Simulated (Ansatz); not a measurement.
**Geometry relaxation of Si (part 1 of 2)**

The run: geometry relaxation of Si (slab, 24 atoms in the cell). Method and program: DFT PBE+D3(BJ), scalar-relativistic, plane waves, PAW, no spin polarisation (Ansatz 0.2.0).

The structure derives from an entry of the Crystallography Open Database. The input holds or restrains some coordinates. Forces given for the steps count only the free coordinates. It belongs to a series of runs on one base structure; here: clean slab, lower half held.

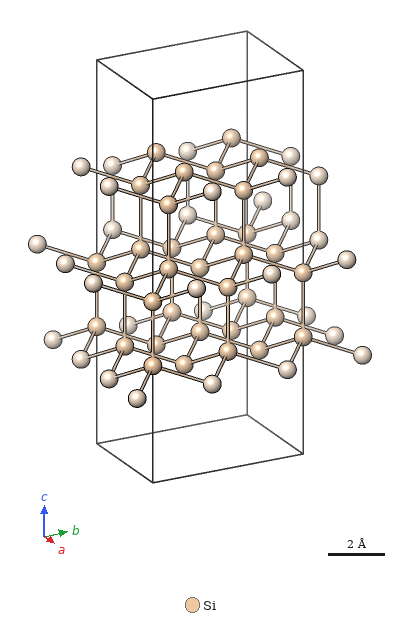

Fig. 1: The starting structure (ball-and-stick view of the cell of the calculation, with the vacuum cut short, seen slightly off an axis; neighbours outside the cell are drawn fainter). An atom can appear more than once, as a periodic image. Near neighbours in the periodic cell (some may lie outside the picture): Si has 3 Si at 2.35 Å; Si has 4 Si at 2.35 Å.

**Input file**
```yaml
crystal:
  lattice:
    - [7.6671877214, 0.0, 0.0]
    - [-3.8335938607, 6.6399793423, 0.0]
    - [0.0, 0.0, 24.0427616298]
  atoms:
    - { symbol: Si, position: [0.6666666667, 0.3333333333, 0.353536758] }
    - { symbol: Si, position: [0.6666666667, 0.8333333333, 0.353536758] }
    - { symbol: Si, position: [0.1666666667, 0.3333333333, 0.353536758] }
    - { symbol: Si, position: [0.1666666667, 0.8333333333, 0.353536758] }
    - { symbol: Si, position: [0.5, 0.5, 0.3860841451] }
    - { symbol: Si, position: [0.5, 0.0, 0.3860841451] }
    - { symbol: Si, position: [0.0, 0.5, 0.3860841451] }
    - { symbol: Si, position: [0.0, 0.0, 0.3860841451] }
    - { symbol: Si, position: [0.0, 0.5, 0.4837263064] }
    - { symbol: Si, position: [0.0, 0.0, 0.4837263064] }
    - { symbol: Si, position: [0.5, 0.5, 0.4837263064] }
    - { symbol: Si, position: [0.5, 0.0, 0.4837263064] }
    - { symbol: Si, position: [0.8333333333, 0.6666666667, 0.5162736936] }
    - { symbol: Si, position: [0.8333333333, 0.1666666667, 0.5162736936] }
    - { symbol: Si, position: [0.3333333333, 0.6666666667, 0.5162736936] }
    - { symbol: Si, position: [0.3333333333, 0.1666666667, 0.5162736936] }
    - { symbol: Si, position: [0.3333333333, 0.6666666667, 0.6139158549] }
    - { symbol: Si, position: [0.3333333333, 0.1666666667, 0.6139158549] }
    - { symbol: Si, position: [0.8333333333, 0.6666666667, 0.6139158549] }
    - { symbol: Si, position: [0.8333333333, 0.1666666667, 0.6139158549] }
    - { symbol: Si, position: [0.1666666667, 0.8333333333, 0.646463242] }
    - { symbol: Si, position: [0.1666666667, 0.3333333333, 0.646463242] }
    - { symbol: Si, position: [0.6666666667, 0.8333333333, 0.646463242] }
    - { symbol: Si, position: [0.6666666667, 0.3333333333, 0.646463242] }
basis:
  ecutwfc: 420
kpoints:
  mp_grid: { grid: [6, 6, 1] }
hamiltonian:
  xc: pbe
  dispersion: d3bj
scf:
  occupations: { method: gaussian, width: 0.05 }
output:
  forces: true
  eigenvalues: true
  write_density: true
  write_potential: true
  elf: true
  volumetric_format: npy
relax:
  adjacent_minimum: "off"
  f_tol: 0.03
  max_steps: 70
  constraints: [{ sites: [0, 1, 2, 3, 4, 5, 6, 7, 8, 9, 10, 11] }]
efield:
  axis: 3
  dipole_correction: true
  ramp_width: 0.04
```

Machine: 4 threads of Arm Neoverse V2, 24 GiB of memory available, shared host.

Launch command:
```bash
ansatz run input.yaml --threads 4 --pin off --max-ram 10240MiB --backend cpu --events-out ev --progress --plain --runs-dir out
```

**Log**
```
Engine: ansatz 0.2.0, aarch64-unknown-linux-gnu
Pseudopotentials: kind: paw
Pseudopotential: Si, paw, valence charge 4, recommended cutoff 420 eV (normal), Si.paw.azcp
Functional definition: PBE
  parameter kappa = 0.804
  parameter beta = 0.06672455060314922
  exchange = pbe_x(kappa = kappa, mu = beta*pi^2/3)
  correlation = pbe_c(beta = beta)
Crystal: 24 atoms, lattice volume = 1224.016 Å³
Basis set: ecut = 420 eV, 23907 PW (Γ), exchange–correlation on 108×108×324 points (8 copies of the dense FFT grid, shifted against one another)
Bands: 72, of which v1, the nominal top of the filled ones, is band 48 counted from 1 (47 counted from 0)
Symmetry: 24 space group operations
k-points: 7 of 36 (time reversal used)
Non-local potential: Si, projectors of the file, l = 0: 2, l = 1: 2, l = 2: 2
PAW form: soft (Blöchl's): semilocal exchange-correlation on the pseudo side does not see the compensation charge
PAW one-centre angular grid: Si, 110 points (default); XC on 64 Gauss nodes
Initial density: superposition of atomic densities (neutral atoms: chi_scale 0, normalization atom), corrected by the library's trained network
Initial wavefunctions: pseudopotential atomic-orbital guess
Functional: x = pbe(κ = 0.804, μ = 0.2195149727645171), c = pbe(β = 0.06672455060314922)
SCF iter   1: F=—  HF=-15256.227853 eV  |F-HF|=—  |Δ(HF+E_count)|=         —  Δρ=2.34e-3  dr2=1.86e-1  ethr=1.77e-3  p=0.000 e·Å  D=6.49e-14 V/Å  ΔV_dip=-0.00 eV  dr2_dipole=7.69e-10  V_vac-E_F(+/−)=4.98/4.98 eV  ⟨swp⟩=9.1  Hψ=3079  notcnv=0  defer=26
efield: sawtooth ramp at fractional position 0.9800 (placed from the atoms, in the widest stretch of the axis that holds none; the zero of the levels goes with the place), width 0.0400; the density the first Hamiltonian is built on has a dipole p = 0.000 e·Å; the dipole correction subtracts the counter field D = 6.49e-14 V/Å, which shifts the + side's vacuum level by -0.00 eV against the − side's; the planar-averaged density in the ramp window peaks in size at 1.6e-5 e/Å³
preconditioner: auto → LDOS  [metal: Δε(μ)=0.047 eV  Ē_g=7.389 eV  σ=0.050 eV  W_gap=0.49  n_scr=108 (ndim 8)  ℏωp=10.4 eV  f_vac=0.525  D(μ)=9.39/eV (n_scr^D=38)  β→1.0]
SCF iter   2: F=—  HF=-15256.196525 eV  |F-HF|=—  |Δ(HF+E_count)|=   3.13e-2  Δρ=1.32e-3  dr2=5.94e-2  ethr=1.94e-4  p=-0.000 e·Å  D=-2.48e-7 V/Å  ΔV_dip=0.00 eV  dr2_dipole=2.20e-9  V_vac-E_F(+/−)=4.91/4.91 eV  ⟨swp⟩=3.0  Hψ=1004  notcnv=0  defer=112
SCF iter   3: F=—  HF=-15256.184220 eV  |F-HF|=—  |Δ(HF+E_count)|=   1.23e-2  Δρ=3.26e-4  dr2=4.20e-3  ethr=6.19e-5  p=-0.000 e·Å  D=-3.27e-7 V/Å  ΔV_dip=0.00 eV  dr2_dipole=8.66e-11  V_vac-E_F(+/−)=4.91/4.91 eV  ⟨swp⟩=2.0  Hψ=732  notcnv=0  defer=112
SCF iter   4: F=—  HF=-15256.183700 eV  |F-HF|=—  |Δ(HF+E_count)|=   5.20e-4  Δρ=6.36e-5  dr2=4.13e-4  ethr=4.38e-6  p=-0.000 e·Å  D=-4.32e-7 V/Å  ΔV_dip=0.00 eV  dr2_dipole=8.67e-11  V_vac-E_F(+/−)=4.89/4.89 eV  ⟨swp⟩=2.0  Hψ=760  notcnv=0  defer=112
iter 5 did not close the SCF: its close was put off for the readings that it lacked (scf_convergence_deferred on its scf_iter line)
SCF iter   5: F=-15256.183689 eV  HF=-15256.183687 eV  |F-HF|=2.12e-6  |Δ(HF+E_count)|=   1.29e-5  Δρ=1.56e-5  dr2=5.13e-6  ethr=4.30e-7  p=-0.000 e·Å  D=-8.90e-8 V/Å  ΔV_dip=0.00 eV  dr2_dipole=1.16e-10  V_vac-E_F(+/−)=4.88/4.88 eV  ⟨swp⟩=2.0  Hψ=580  notcnv=0  defer=112
SCF iter   6: F=-15256.183690 eV  HF=-15256.183690 eV  |F-HF|=3.72e-7  |Δ(HF+E_count)|=   2.93e-6  Δρ=4.79e-6  dr2=5.88e-7  ethr=5.34e-9  p=-0.000 e·Å  D=-9.62e-8 V/Å  ΔV_dip=0.00 eV  dr2_dipole=4.52e-11  V_vac-E_F(+/−)=4.88/4.88 eV  ⟨swp⟩=24.3  Hψ=6130  notcnv=0
SCF 1 converged in 6 iterations: F = -15256.183690 eV  dr2 = 5.88e-7
  greatest PAW one-centre occupation: 0.664 electrons in one spin orbital (limit 2), on the Si atom at site 3 (counted from 0), in its partial waves of l = 0
relax step   1: F+E_penalty+E_count = -15256.18369009 eV  Δ(F+E_penalty+E_count) = +0.000e0 eV  max|allowed force component| = 7.378e-1 eV/Å  Δτ_max = 0.0000 Å  (6 SCF iters, dr2 threshold 2.25e-5 eV, accepted)
Initial density: handed on by an earlier stage of this run
Initial wavefunctions: those handed on with the density
iter 1 solved again at ethr=1.79e-3 eV; its pass at ethr=3.10e-3 eV (dr2=1.72e0 eV) is discarded
SCF iter   1: F=—  HF=-15256.321097 eV  |F-HF|=—  |Δ(HF+E_count)|=         —  Δρ=2.29e-3  dr2=1.56e0  ethr=1.79e-3  p=-0.000 e·Å  D=-9.64e-8 V/Å  ΔV_dip=0.00 eV  dr2_dipole=8.59e-1  V_vac-E_F(+/−)=4.84/4.84 eV  ⟨swp⟩=1.0  Hψ=1270  notcnv=0  defer=116
efield: sawtooth ramp at fractional position 0.9800 (handed on by an earlier solve), width 0.0400; the density the first Hamiltonian is built on has a dipole p = -0.000 e·Å; the dipole correction subtracts the counter field D = -9.64e-8 V/Å, which shifts the + side's vacuum level by +0.00 eV against the − side's; the planar-averaged density in the ramp window peaks in size at 2.4e-8 e/Å³
preconditioner: auto → LDOS  [insulator: Δε(μ)=0.053 eV  Ē_g=7.411 eV  σ=0.050 eV  W_gap=0.54  n_scr=108 (ndim 8)  ℏωp=10.4 eV  f_vac=0.530  D(μ)=8.46/eV (n_scr^D=38)  ε∞_Penn≈3.0  β→1.0]
SCF iter   2: F=—  HF=-15256.363638 eV  |F-HF|=—  |Δ(HF+E_count)|=   4.25e-2  Δρ=3.58e-3  dr2=4.21e0  ethr=1.62e-3  p=0.069 e·Å  D=1.01e-2 V/Å  ΔV_dip=-0.24 eV  dr2_dipole=2.30e0  V_vac-E_F(+/−)=4.70/4.95 eV  ⟨swp⟩=1.0  Hψ=384  notcnv=0  defer=116  recentre
SCF iter   3: F=—  HF=-15256.300134 eV  |F-HF|=—  |Δ(HF+E_count)|=   6.35e-2  Δρ=9.41e-4  dr2=2.39e-1  ethr=1.62e-3  p=0.015 e·Å  D=2.23e-3 V/Å  ΔV_dip=-0.05 eV  dr2_dipole=1.30e-1  V_vac-E_F(+/−)=4.82/4.87 eV  ⟨swp⟩=1.0  Hψ=410  notcnv=0  defer=116
SCF iter   4: F=—  HF=-15256.296299 eV  |F-HF|=—  |Δ(HF+E_count)|=   3.83e-3  Δρ=4.55e-5  dr2=6.55e-5  ethr=2.49e-4  p=0.023 e·Å  D=3.39e-3 V/Å  ΔV_dip=-0.08 eV  dr2_dipole=2.12e-5  V_vac-E_F(+/−)=4.81/4.89 eV  ⟨swp⟩=1.3  Hψ=389  notcnv=0  defer=116
SCF iter   5: F=—  HF=-15256.296105 eV  |F-HF|=—  |Δ(HF+E_count)|=   1.95e-4  Δρ=1.83e-5  dr2=1.57e-5  ethr=3.54e-8  p=0.023 e·Å  D=3.45e-3 V/Å  ΔV_dip=-0.08 eV  dr2_dipole=3.95e-6  V_vac-E_F(+/−)=4.81/4.89 eV  ⟨swp⟩=27.1  Hψ=6692  notcnv=0
SCF iter   6: F=-15256.296099 eV  HF=-15256.296106 eV  |F-HF|=6.95e-6  |Δ(HF+E_count)|=   1.19e-6  Δρ=8.64e-6  dr2=6.59e-6  ethr=1.64e-8  p=0.023 e·Å  D=3.46e-3 V/Å  ΔV_dip=-0.08 eV  dr2_dipole=1.43e-6  V_vac-E_F(+/−)=4.81/4.89 eV  ⟨swp⟩=13.0  Hψ=4607  notcnv=0
SCF 2 converged in 6 iterations: F = -15256.296099 eV  dr2 = 6.59e-6
  greatest PAW one-centre occupation: 0.663 electrons in one spin orbital (limit 2), on the Si atom at site 3 (counted from 0), in its partial waves of l = 0
relax step   2: F+E_penalty+E_count = -15256.29609904 eV  Δ(F+E_penalty+E_count) = -1.124e-1 eV  max|allowed force component| = 2.906e-1 eV/Å  Δτ_max = 0.0655 Å  (6 SCF iters, dr2 threshold 3.40e-5 eV, accepted)
SCF iter   1: F=—  HF=-15256.315624 eV  |F-HF|=—  |Δ(HF+E_count)|=         —  Δρ=9.91e-4  dr2=2.26e-1  ethr=2.70e-3  p=0.023 e·Å  D=3.46e-3 V/Å  ΔV_dip=-0.08 eV  dr2_dipole=1.15e-1  V_vac-E_F(+/−)=4.80/4.88 eV  ⟨swp⟩=2.0  Hψ=677  notcnv=0  defer=117
efield: sawtooth ramp at fractional position 0.9800 (handed on by an earlier solve), width 0.0400; the density the first Hamiltonian is built on has a dipole p = 0.023 e·Å; the dipole correction subtracts the counter field D = 3.46e-3 V/Å, which shifts the + side's vacuum level by -0.08 eV against the − side's; the planar-averaged density in the ramp window peaks in size at 2.5e-8 e/Å³
preconditioner: auto → LDOS  [insulator: Δε(μ)=0.072 eV  Ē_g=7.408 eV  σ=0.050 eV  W_gap=0.67  n_scr=108 (ndim 8)  ℏωp=10.4 eV  f_vac=0.529  D(μ)=8.75/eV (n_scr^D=38)  ε∞_Penn≈3.0  β→1.0]
SCF iter   2: F=—  HF=-15256.322688 eV  |F-HF|=—  |Δ(HF+E_count)|=   7.06e-3  Δρ=1.35e-3  dr2=5.73e-1  ethr=2.36e-4  p=0.048 e·Å  D=7.15e-3 V/Å  ΔV_dip=-0.17 eV  dr2_dipole=3.07e-1  V_vac-E_F(+/−)=4.75/4.93 eV  ⟨swp⟩=1.0  Hψ=581  notcnv=0  defer=120
SCF iter   3: F=—  HF=-15256.313670 eV  |F-HF|=—  |Δ(HF+E_count)|=   9.02e-3  Δρ=1.11e-4  dr2=2.76e-3  ethr=2.36e-4  p=0.032 e·Å  D=4.69e-3 V/Å  ΔV_dip=-0.11 eV  dr2_dipole=1.55e-3  V_vac-E_F(+/−)=4.79/4.90 eV  ⟨swp⟩=1.0  Hψ=384  notcnv=0  defer=120
SCF iter   4: F=—  HF=-15256.313452 eV  |F-HF|=—  |Δ(HF+E_count)|=   2.17e-4  Δρ=2.21e-5  dr2=2.06e-5  ethr=2.88e-6  p=0.033 e·Å  D=4.94e-3 V/Å  ΔV_dip=-0.12 eV  dr2_dipole=3.54e-6  V_vac-E_F(+/−)=4.79/4.91 eV  ⟨swp⟩=1.9  Hψ=463  notcnv=0  defer=120
SCF iter   5: F=—  HF=-15256.313444 eV  |F-HF|=—  |Δ(HF+E_count)|=   8.23e-6  Δρ=6.24e-6  dr2=5.84e-6  ethr=5.50e-9  p=0.033 e·Å  D=4.93e-3 V/Å  ΔV_dip=-0.12 eV  dr2_dipole=2.85e-6  V_vac-E_F(+/−)=4.79/4.91 eV  ⟨swp⟩=25.1  Hψ=6305  notcnv=0
iter 6 did not close the SCF: its close was put off until two iterations running show no level that it waits for move by more than its bar (scf_convergence_deferred on its scf_iter line)
SCF iter   6: F=-15256.313443 eV  HF=-15256.313444 eV  |F-HF|=8.25e-7  |Δ(HF+E_count)|=   2.71e-8  Δρ=1.69e-6  dr2=5.74e-7  ethr=5.50e-9  p=0.033 e·Å  D=4.95e-3 V/Å  ΔV_dip=-0.12 eV  dr2_dipole=3.35e-7  V_vac-E_F(+/−)=4.79/4.91 eV  ⟨swp⟩=11.7  Hψ=3542  notcnv=0
SCF iter   7: F=-15256.313444 eV  HF=-15256.313444 eV  |F-HF|=4.57e-9  |Δ(HF+E_count)|=   2.73e-8  Δρ=3.52e-7  dr2=4.63e-9  ethr=5.98e-10  p=0.034 e·Å  D=4.96e-3 V/Å  ΔV_dip=-0.12 eV  dr2_dipole=3.26e-10  V_vac-E_F(+/−)=4.79/4.91 eV  ⟨swp⟩=9.1  Hψ=3340  notcnv=0
SCF 3 converged in 7 iterations: F = -15256.313444 eV  dr2 = 4.63e-9
relax step   3: F+E_penalty+E_count = -15256.31344423 eV  Δ(F+E_penalty+E_count) = -1.735e-2 eV  max|allowed force component| = 1.706e-2 eV/Å  Δτ_max = 0.0277 Å  (7 SCF iters, dr2 threshold 5.28e-6 eV, accepted)
iter 1 solved again at ethr=1.40e-10 eV; its pass at ethr=3.10e-3 eV (dr2=1.34e-7 eV) is discarded
SCF iter   1: F=—  HF=-15256.313702 eV  |F-HF|=—  |Δ(HF+E_count)|=         —  Δρ=1.89e-6  dr2=1.46e-7  ethr=1.40e-10  p=0.034 e·Å  D=4.96e-3 V/Å  ΔV_dip=-0.12 eV  dr2_dipole=5.35e-8  V_vac-E_F(+/−)=4.79/4.91 eV  ⟨swp⟩=2.0  Hψ=1320  notcnv=0
efield: sawtooth ramp at fractional position 0.9800 (handed on by an earlier solve), width 0.0400; the density the first Hamiltonian is built on has a dipole p = 0.034 e·Å; the dipole correction subtracts the counter field D = 4.96e-3 V/Å, which shifts the + side's vacuum level by -0.12 eV against the − side's; the planar-averaged density in the ramp window peaks in size at 3.1e-8 e/Å³
preconditioner: auto → LDOS  [insulator: Δε(μ)=0.073 eV  Ē_g=7.407 eV  σ=0.050 eV  W_gap=0.68  n_scr=108 (ndim 8)  ℏωp=10.4 eV  f_vac=0.529  D(μ)=8.71/eV (n_scr^D=38)  ε∞_Penn≈3.0  β→1.0]
SCF iter   2: F=—  HF=-15256.313444 eV  |F-HF|=—  |Δ(HF+E_count)|=   2.58e-4  Δρ=2.28e-6  dr2=5.35e-7  ethr=1.40e-10  p=0.034 e·Å  D=4.96e-3 V/Å  ΔV_dip=-0.12 eV  dr2_dipole=2.86e-7  V_vac-E_F(+/−)=4.79/4.91 eV  ⟨swp⟩=3.0  Hψ=786  notcnv=0
SCF iter   3: F=-15256.313444 eV  HF=-15256.313444 eV  |F-HF|=1.19e-8  |Δ(HF+E_count)|=   9.82e-9  Δρ=1.03e-6  dr2=1.68e-8  ethr=1.04e-10  p=0.034 e·Å  D=4.96e-3 V/Å  ΔV_dip=-0.12 eV  dr2_dipole=3.07e-9  V_vac-E_F(+/−)=4.79/4.91 eV  ⟨swp⟩=8.7  Hψ=3216  notcnv=0
SCF 4 converged in 3 iterations: F = -15256.313444 eV  dr2 = 1.68e-8
relax step   4: F+E_penalty+E_count = -15256.31344422 eV  Δ(F+E_penalty+E_count) = +1.052e-8 eV  max|allowed force component| = 1.705e-2 eV/Å  Δτ_max = 0.0000 Å  (3 SCF iters, accepted)
```

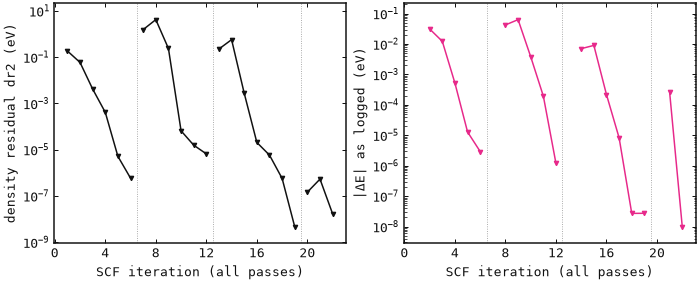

Fig. 2: Convergence of the self-consistent field: density residual dr2 and size of the energy change against the SCF iteration. The dotted lines part the SCF passes of the relaxation: geometry steps, rejected trials and re-solves on a re-selected basis. The passes take 6, 6, 7 and 3 iterations.

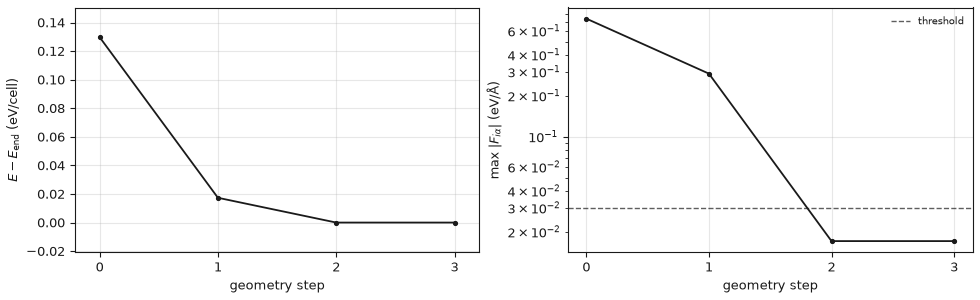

Fig. 3: Progress of the restrained relaxation, step by step (the first geometry is step 0 here and step 1 in the log).

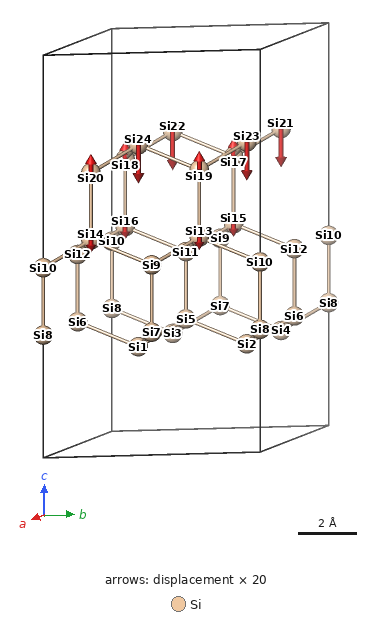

Fig. 4: The starting structure with the displacements as red arrows, magnified 20 times (ball-and-stick view of the cell of the calculation, with the vacuum cut short, seen slightly off an axis). The largest moves, 0.068 Å, are those of Si21, Si22, Si23 and Si24. The cell doesn't change. Among the contacts that change: Si13–Si19 2.348 → 2.403 Å, Si17–Si21 2.348 → 2.316 Å, Si10–Si13 2.348 → 2.340 Å. Among the angles that change: Si13–Si19–Si21 109.5° → 107.1°, Si21–Si19–Si23 109.5° → 111.7°. After 3 geometry steps the energy has fallen by 0.130 eV per cell of the calculation. Largest force component: 0.74 eV/Å at the start, 0.017 eV/Å at the end. (Atoms are counted from 1 in the order of the input.)

```
SCF converged after 3 iterations
Free energy (F): -15256.313444 eV
Harris-Foulkes:  -15256.313444 eV  (|F-HF|=1.19e-8)
Internal energy: -15256.302558 eV  (E = F + TS)
E sigma→0 (E₀):  -15256.308001 eV
Entropy (-TS):   -0.010886 eV (-0.454 meV/atom)
Fermi energy:    -0.523502 eV
Dipole field:    D = 0.004989 V/Å  (p = 0.033749 e·Å, saw-weighted, corrected)
Work function:   Φ+ = 4.7867 eV   Φ− = 4.9066 eV
Levels:          The Fermi level and band energies are counted from a zero that moves with the ramp; work functions are not
--- Per-component energies (eV) ---
  E_band       = -511.359973
  E_kinetic    = 954.294135
  E_local      = -25874.818132  (includes V_loc(G=0)·N_el)
  E_nonlocal   = 626.551749
  E_hartree    = 12474.397507
  E_xc         = -1316.006822
  E_vxc        = -1109.539653  (∫ρ·V_xc dr)
  E_paw        = -12304.016305  (= ΣΔE_a)
  E_vpaw       = -56.656536  (= ΣTr[D̂ρ^β])
  E_aug_tail   = 0.000150  (compensation charges beyond the density's cutoff)
  E_efield     = 0.000084  (sawtooth field / dipole correction)
  E_vefield    = 0.004768  (∫n·V_field dr)
  E_ewald      = 10189.871119
  E_disp       = -6.576043  (pairwise vdW)
  E_smearing   = -0.010886  (= −TS)
  E_closure    = 0.000000  (closes the sum)
  Σ components = -15256.313444   (vs F -15256.313444, Δ=0.00e0)
--- Forces (eV/Å), atoms counted from 1 ---
  atom   1  Si     0.00000000     0.00000000     0.44556876
  atom   2  Si     0.00000000     0.00000000     0.44556876
  atom   3  Si    -0.00000000     0.00000000     0.44556876
  atom   4  Si     0.00000000     0.00000000     0.44556876
  atom   5  Si     0.00000000    -0.00000000    -0.75436955
  atom   6  Si     0.00000000    -0.00000000    -0.75436955
  atom   7  Si     0.00000000    -0.00000000    -0.75436955
  atom   8  Si    -0.00000000    -0.00000000    -0.75436955
  atom   9  Si    -0.00000000     0.00000000     0.32543496
  atom  10  Si    -0.00000000     0.00000000     0.32543496
  atom  11  Si     0.00000000     0.00000000     0.32543496
  atom  12  Si     0.00000000     0.00000000     0.32543496
  atom  13  Si    -0.00000000    -0.00000000     0.00344139
  atom  14  Si     0.00000000    -0.00000000     0.00344139
  atom  15  Si     0.00000000    -0.00000000     0.00344139
  atom  16  Si     0.00000000    -0.00000000     0.00344139
  atom  17  Si    -0.00000000     0.00000000    -0.00303694
  atom  18  Si    -0.00000000     0.00000000    -0.00303694
  atom  19  Si    -0.00000000     0.00000000    -0.00303694
  atom  20  Si     0.00000000     0.00000000    -0.00303694
  atom  21  Si    -0.00000000    -0.00000000    -0.01705420
  atom  22  Si    -0.00000000    -0.00000000    -0.01705420
  atom  23  Si     0.00000000    -0.00000000    -0.01705420
  atom  24  Si     0.00000000    -0.00000000    -0.01705420
  max |Σ_I F_I| component: 6.24e-5 eV/Å
```
